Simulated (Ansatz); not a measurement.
# A convergence test on SiC (Moissanite): k mesh of the hybrid

How far can the k mesh of the hybrid be lowered for the gap of SiC (Moissanite)?

Calculated with Ansatz 0.2.0; DFT, HSE06, plane waves, PAW.

## (1) Set-up

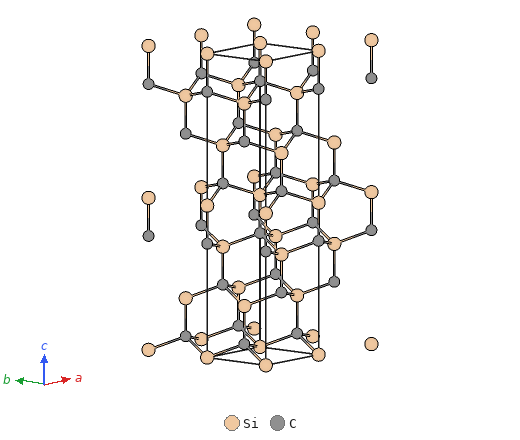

Start, viewed from a free direction; silicon light orange, carbon grey. 2×2×1 cells are drawn. Bonds to atoms that aren't drawn are left out. Some periodic images of atoms are drawn too.

The cell and positions come from the Crystallography Open Database and are kept as given unless a step says otherwise. The default PAW set here is soft_2. Its files were made with PBE.

## (2) k mesh of the hybrid: 6×6×1

input.yaml

```yaml
crystal:
  lattice:
    - [3.081, 0.0, 0.0]
    - [-1.5405, 2.6682242691, 0.0]
    - [0.0, 0.0, 15.1248]
  atoms:
    - { symbol: Si, position: [0.0, 0.0, 0.0] }
    - { symbol: Si, position: [0.0, 0.0, 0.5] }
    - { symbol: Si, position: [0.3333333333, 0.6666666667, 0.1664] }
    - { symbol: Si, position: [0.6666666667, 0.3333333333, 0.6664] }
    - { symbol: Si, position: [0.6666666667, 0.3333333333, 0.3329] }
    - { symbol: Si, position: [0.3333333333, 0.6666666667, 0.8329] }
    - { symbol: C, position: [0.3333333333, 0.6666666667, 0.0412] }
    - { symbol: C, position: [0.6666666667, 0.3333333333, 0.5412] }
    - { symbol: C, position: [0.6666666667, 0.3333333333, 0.208] }
    - { symbol: C, position: [0.3333333333, 0.6666666667, 0.708] }
    - { symbol: C, position: [0.0, 0.0, 0.3746] }
    - { symbol: C, position: [0.0, 0.0, 0.8746] }
kpoints:
  mp_grid: { grid: [6, 6, 1] }
  band_path:
    path:
      - [0.0, 0.0, 0.0]
      - [0.5, 0.0, 0.0]
      - [0.33333333, 0.33333333, 0.0]
      - [0.0, 0.0, 0.5]
      - [0.5, 0.0, 0.5]
      - [0.33333333, 0.33333333, 0.5]
      - [0.5, 0.0, 0.2]
    npoints: 1
hamiltonian:
  xc: hse06
scf:
  occupations: { method: fixed }
  n_extra_bands: 8
output:
  eigenvalues: true
```

The run is started by

```
> ansatz run input.yaml --threads 3 --pin off --max-ram 92160MiB --backend cuda --events-out ev --progress --plain --runs-dir out --devices 1 --max-vram 13GiB
```

Numbers of over 12 decimals in the logs are rounded to 6 here.

What it wrote:

```text
scf.n_extra_bands = 8 over 24 filled bands (N_el = 48.0): the run solves 32 bands
GPUs: using 1 of 1 available (devices: 1).
Engine: ansatz 0.2.0, x86_64-unknown-linux-gnu
Pseudopotentials: kind: paw
Pseudopotential: Si, paw, valence charge 4, recommended cutoff 420 eV (normal), Si.paw.azcp
Pseudopotential: C, paw, valence charge 4, recommended cutoff 420 eV (normal), C.paw.azcp
Functional definition: HSE06
  parameter a = 0.25
  parameter omega = 0.11/bohr
  exchange = pbe_x - a*pbe_x_sr(omega) + a*exact_x_sr(omega)
  correlation = pbe_c
davidson cushion auto → on  (no smearing: the cushion is to keep the highest requested band from converging to the state above it; pin scf.eigensolver.cushion to override)
device memory: the entry about to start is reckoned to put 1.9 GiB on a device that reports 28.7 GiB free (of which the cap on the GPU budget leaves the run 13.0 GiB)
GPU FFT provider: cuFFT
GPU libraries: cuBLAS 13.8.2, cuFFT 12.4.0, cuSOLVER 12.3.4
Crystal: 12 atoms, lattice volume = 124.338 Å³
Basis set: ecut = 420 eV, 2415 PW (Γ)
Bands: 32, of which v1, the nominal top of the filled ones, is band 24 counted from 1 (23 counted from 0)
Symmetry: 12 space group operations
Space group: P63mc (ITA 186), of the structure as read, at distance tolerance 5.0e-5 Å
k-points: 7 of 36
Non-local potential: Si, projectors of the file, l = 0: 2, l = 1: 2, l = 2: 2
Non-local potential: C, projectors of the file, l = 0: 2, l = 1: 2, l = 2: 1
PAW form: soft (Blöchl's): semilocal exchange-correlation on the pseudo side does not see the compensation charge
PAW frozen core: Si, regenerated for the run's functional, and the local potential with it (the file was generated under x = pbe(κ = 0.804, μ = 0.219515), c = pbe(β = 0.066725))
PAW frozen core: C, regenerated for the run's functional, and the local potential with it (the file was generated under x = pbe(κ = 0.804, μ = 0.219515), c = pbe(β = 0.066725))
PAW one-centre angular grid: Si, 110 points (default); XC on 64 Gauss nodes
PAW one-centre angular grid: C, 110 points (default); XC on 64 Gauss nodes
Initial density: superposition of atomic densities (neutral atoms: chi_scale 0, normalization atom), corrected by the library's trained network
Initial wavefunctions: pseudopotential atomic-orbital guess
GPU buffer pool allocated for 62208 grid points (all kernels)
GPU transforms: local potential and band sums: pruned to the plane-wave sphere, on 24×24×108
Functional: x = pbe(κ = 0.804, μ = 0.219515), c = pbe(β = 0.066725), warm-up for x = pbe(κ = 0.804, μ = 0.219515) + 0.25 (exact − pbe) at short range (hse, ω = 0.207870 Å⁻¹), c = pbe(β = 0.066725); HSE06 as pw.x's `hse` composes it (authors' and Libxc's form: `xc: wpbeh`)
SCF iter   1: F=—  HF=-5322.890239 eV  |F-HF|=—  |Δ(HF+E_count)|=         —  Δρ=2.16e-3  dr2=5.45e-3  ethr=1.77e-3  ⟨swp⟩=9.0  Hψ=1237  notcnv=0
preconditioner: auto → none  [insulator: Δε(μ)=1.988 eV  Ē_g=11.119 eV  n_scr=10 (ndim 8)  ℏωp=23.1 eV  f_vac=0.000]
SCF iter   2: F=—  HF=-5322.890462 eV  |F-HF|=—  |Δ(HF+E_count)|=   2.23e-4  Δρ=8.56e-4  dr2=6.33e-4  ethr=1.13e-5  ⟨swp⟩=5.1  Hψ=782  notcnv=0  defer=8
SCF iter   3: F=-5322.890587 eV  HF=-5322.890647 eV  |F-HF|=6.01e-5  |Δ(HF+E_count)|=   1.86e-4  Δρ=4.06e-4  dr2=2.53e-4  ethr=1.32e-6  ⟨swp⟩=4.7  Hψ=661  notcnv=0  defer=1
SCF 1 stopped early in 3 iterations: F = -5322.890587 eV  dr2 = 2.53e-4
  greatest PAW one-centre occupation: 0.645 electrons in one spin orbital (limit 2), on the C atom at site 7 (counted from 0), in its partial waves of l = 0
device memory: the entry about to start is reckoned to put 2.3 GiB on a device that reports 41.8 GiB free (of which the cap on the GPU budget leaves the run 13.0 GiB)
GPU FFT provider: cuFFT
GPU libraries: cuBLAS 13.8.2, cuFFT 12.4.0, cuSOLVER 12.3.4
Initial density: handed on by an earlier stage of this run
Initial wavefunctions: those handed on with the density
GPU buffer pool allocated for 62208 grid points (all kernels)
[...]
preconditioner: auto → none  [insulator: Δε(μ)=2.870 eV  Ē_g=12.836 eV  n_scr=10 (ndim 8)  ℏωp=23.1 eV  f_vac=0.000]
SCF iter   2: F=—  HF=-5326.708606 eV  |F-HF|=—  |Δ(HF+E_count)|=   8.90e-3  Δρ=2.55e-3  dr2=5.32e-3  ethr=5.27e-6  ⟨swp⟩=3.9  Hψ=730  notcnv=0
SCF iter   3: F=—  HF=-5326.722265 eV  |F-HF|=—  |Δ(HF+E_count)|=   1.37e-2  Δρ=7.87e-4  dr2=1.48e-3  ethr=5.27e-6  ⟨swp⟩=4.3  Hψ=723  notcnv=0
SCF iter   4: F=—  HF=-5326.722196 eV  |F-HF|=—  |Δ(HF+E_count)|=   6.90e-5  Δρ=4.81e-4  dr2=1.39e-3  ethr=2.98e-6  ⟨swp⟩=4.4  Hψ=710  notcnv=0
iter 5 solved again at ethr=9.65e-8 eV; its pass at ethr=2.79e-6 eV (dr2=4.63e-5 eV) is discarded
SCF iter   5: F=—  HF=-5326.721847 eV  |F-HF|=—  |Δ(HF+E_count)|=   3.49e-4  Δρ=1.36e-4  dr2=6.52e-5  ethr=9.65e-8  ⟨swp⟩=3.9  Hψ=1142  notcnv=0
SCF iter   6: F=-5326.722048 eV  HF=-5326.722055 eV  |F-HF|=7.17e-6  |Δ(HF+E_count)|=   2.08e-4  Δρ=1.03e-4  dr2=1.30e-5  ethr=9.44e-8  ⟨swp⟩=4.9  Hψ=773  notcnv=0
SCF 2 stopped early in 6 iterations: F = -5326.722048 eV  dr2 = 1.30e-5
  greatest PAW one-centre occupation: 0.646 electrons in one spin orbital (limit 2), on the C atom at site 7 (counted from 0), in its partial waves of l = 0
hybrid outer 1: dexx = +1.716e-2 eV, tail = 4.03e-5 eV
GPU FFT provider: cuFFT
GPU libraries: cuBLAS 13.8.2, cuFFT 12.4.0, cuSOLVER 12.3.4
GPU buffer pool allocated for 62208 grid points (all kernels)
GPU transforms: local potential and band sums: pruned to the plane-wave sphere, on 24×24×108
Exchange kernel: α = 0.2500, screened, ω = 0.2079 Å⁻¹, Wigner–Seitz truncation, v(0) = 1037.5104 eV·Å³, q-mesh 6×6×1, nearest image of the exchange supercell L = 15.12 Å, pair-density grid 15×15×72, without the augmentation charges, whose exchange is taken in its separable form by FFT convolution over the k-point mesh (sized by the pseudopotential files, 18×18×108 at the most), smooth part of the exact exchange by density-matrix convolution in up to 1.65 GiB of GPU memory as planned if the GPU has room (build and FFT work areas not counted)
Frozen-core exchange: fock
SCF iter   1: F=—  HF=-5326.721896 eV  |F-HF|=—  |Δ(HF+E_count)|=         —  Δρ=3.48e-5  dr2=1.89e-6  ethr=4.19e-7  ⟨swp⟩=3.3  Hψ=514  notcnv=0
preconditioner: auto → none  [insulator: Δε(μ)=2.904 eV  Ē_g=12.848 eV  n_scr=10 (ndim 8)  ℏωp=23.1 eV  f_vac=0.000]
iter 2 solved again at ethr=8.47e-11 eV; its pass at ethr=3.16e-9 eV (dr2=4.06e-8 eV) is discarded
SCF iter   2: F=-5326.721896 eV  HF=-5326.721896 eV  |F-HF|=1.35e-8  |Δ(HF+E_count)|=   2.26e-7  Δρ=7.94e-6  dr2=8.66e-8  ethr=8.47e-11  ⟨swp⟩=3.1  Hψ=1252  notcnv=0
SCF 3 converged in 2 iterations: F = -5326.721896 eV  dr2 = 8.66e-8
hybrid outer 2: dexx = +4.105e-7 eV, tail = 1.81e-7 eV, Δε = 1.83e-3 eV (about 1.88e-4 eV left of the loop's levels)
device memory: the entry about to start is reckoned to put 0.7 GiB on a device that reports 37.4 GiB free (of which the cap on the GPU budget leaves the run 13.0 GiB)
NSCF: frozen V_eff on 7 k-points
hybrid SCF converged: 2 outer / 8 inner (+3 warm-up), last move |dexx| = 4.10e-7 eV, tail = 1.81e-7 eV
Stability not checked: this state was not tested for a lower state beside it, because the functional holds exact exchange (a hybrid, or Hartree-Fock), whose exchange loop this test does not read (fock_operator; see scf.lower_state_search)
Free energy (F): -5326.721897 eV
Frozen-core exchange: fock
Harris-Foulkes:  -5326.721897 eV  (|F-HF|=1.35e-8)
Internal energy: -5326.721897 eV  (E = F + TS)
E sigma→0 (E₀):  -5326.721897 eV
Fermi energy:    8.910346 eV
--- Per-component energies (eV) ---
  E_band       = 114.207186
  E_kinetic    = 813.879242
  E_local      = -622.082680  (includes V_loc(G=0)·N_el)
  E_nonlocal   = 303.170263
  E_hartree    = 193.848003
  E_xc         = -514.232692
  E_vxc        = -529.989381  (∫ρ·V_xc dr)
  E_exx        = -91.171393  (= α·E_x^exact, valence–valence)
  E_paw        = -3702.657816  (= ΣΔE_a)
  E_vpaw       = -56.122814  (= ΣTr[D̂ρ^β])
  E_aug_tail   = 0.000069  (compensation charges beyond the density's cutoff)
  E_ewald      = -1707.016885
  E_core_change = -0.458007  (= ΣΔE_core)
  E_smearing   = -0.000000  (= −TS)
  E_closure    = -0.000000  (closes the sum)
  Σ components = -5326.721897   (vs F -5326.721897, Δ=0.00e0)
--- Band table (eV; the first three rows and the last of 7) ---
  k-point 0: bands = [... 20 lower, 8.5968, 8.8781, 8.9103, 8.9103, 15.2612, 15.4427, 15.8610, 16.4055, ... 4 higher]
  k-point 1: bands = [... 20 lower, 8.0525, 8.1429, 8.5514, 8.6490, 14.7294, 15.1337, 15.2390, 15.9670, ... 4 higher]
  k-point 2: bands = [... 20 lower, 7.2507, 7.3296, 7.7475, 8.0028, 12.6874, 12.7764, 13.6896, 14.3024, ... 4 higher]
  k-point 6: bands = [... 20 lower, 5.5253, 6.5064, 6.6485, 6.6485, 13.3848, 13.3848, 13.6711, 15.0529, ... 4 higher]
```

Run time: 27 s. Hardware: 1 × NVIDIA H100 80GB HBM3 (shared by 6 runs) with 3 threads of AMD EPYC 7R13 (Zen 3), shared host; peak memory 1.3 GiB; 32 s of CPU time.

Reading the cycles: dr2 is the Hartree energy of the density residual (eV), the measure of convergence; HF is the Harris–Foulkes estimate of the energy, which meets the free energy F at convergence.

Numbers from this step:

| Item | Value |
| --- | --- |
| gap | 2.903 eV |
| valence top at | Γ |
| conduction bottom at | k = (0.500, 0.000, 0.200) |
| least direct gap | 4.117 eV |
| exact-exchange fraction | 0.25 |

The gap is indirect, with the least direct gap 1.21 eV higher.

## (3) k mesh of the hybrid: 9×9×2

Edit input.yaml of step 2 so:

```diff
@@ -19,3 +19,3 @@
 kpoints:
-  mp_grid: { grid: [6, 6, 1] }
+  mp_grid: { grid: [9, 9, 2] }
   band_path:
```

What it wrote:

```text
[...]
GPUs: using 1 of 1 available (devices: 1).
[...]
GPU FFT provider: cuFFT
GPU libraries: cuBLAS 13.8.2, cuFFT 12.4.0, cuSOLVER 12.3.4
Crystal: 12 atoms, lattice volume = 124.338 Å³
Basis set: ecut = 420 eV, 2415 PW (Γ)
Bands: 32, of which v1, the nominal top of the filled ones, is band 24 counted from 1 (23 counted from 0)
Symmetry: 12 space group operations
[...]
k-points: 24 of 162
[...]
Fermi energy:    8.908777 eV
[...]
--- Band table (eV; the first three rows and the last of 24) ---
  k-point 0: bands = [... 20 lower, 8.5964, 8.8749, 8.9088, 8.9088, 15.2576, 15.4394, 15.8569, 16.4017, ... 4 higher]
  k-point 1: bands = [... 20 lower, 8.8058, 8.8058, 8.8058, 8.8058, 15.3283, 15.3283, 16.1047, 16.1047, ... 4 higher]
  k-point 2: bands = [... 20 lower, 8.2816, 8.3846, 8.7292, 8.8042, 15.4439, 15.7495, 15.8637, 16.4603, ... 4 higher]
  k-point 23: bands = [... 20 lower, 6.0639, 6.0639, 6.4590, 6.4590, 13.5694, 13.5694, 14.2727, 14.2727, ... 4 higher]
[key lines of the parts left out:]
Free energy (F): -5326.753898 eV
```

Wall time 65 s (1 × NVIDIA H100 80GB HBM3 (shared by 6 runs) with 3 threads); peak memory 1.9 GiB.

Numbers from this step:

```
gap                  : 2.902 eV
valence top at       : Γ
conduction bottom at : M
least direct gap     : 4.115 eV
```

The gap is 2.902 eV, −0.001 eV from the run before at this level.

## (4) The series

Differences are against the last row; a negative gap means that bands overlap, and a run with a band path holds that path's time. Times are wall times on 1 × NVIDIA H100 80GB HBM3 (shared by 6 runs) with 3 threads of AMD EPYC 7R13 (Zen 3), shared host, good to a factor of about two.

| k mesh of the hybrid | gap (eV) | direct gap (eV) | gap error (eV) | energy error (meV/atom) | irreducible k | time |
| --- | --- | --- | --- | --- | --- | --- |
| 6×6×1 | 2.903 | 4.117 | +0.001 | +2.7 | 7 | 27 s |
| 9×9×2 | 2.902 | 4.115 | +0.000 | +0.0 | 24 | 65 s |

## (5) Outcome

| Property | Result |
| --- | --- |
| 6×6×1 | 2.903 eV |
| 9×9×2 | 2.902 eV |

In words: The gap holds to 0.02 eV from 6×6×1 on, the cheapest setting tried. At 6×6×1 the gap is off by +0.001 eV and the energy by +3 meV/atom. The gap is read over the mesh and added points near the edges, so meshes differ mainly through the density and, for a hybrid, the exchange operator.

[Paths, hosts, dates, memory and timing lines, banners, echoed tables and standing remarks are left out of the program output.]

[Logs are printed without paths, hosts, clocks, repeated set-up lines and the standing remarks that a program may print on its own settings, such as how far it seeks lower states.]

[Runs of the session that timed out or met a known fault of the program may be left out.]

[Cells called generated may have been cut or substituted from an entry of the Crystallography Open Database or the Materials Project.]

[Hosts, paths, dates, database ids (printed as entryN), source tags and the programs' standing remarks are cut or masked in the printed files.]
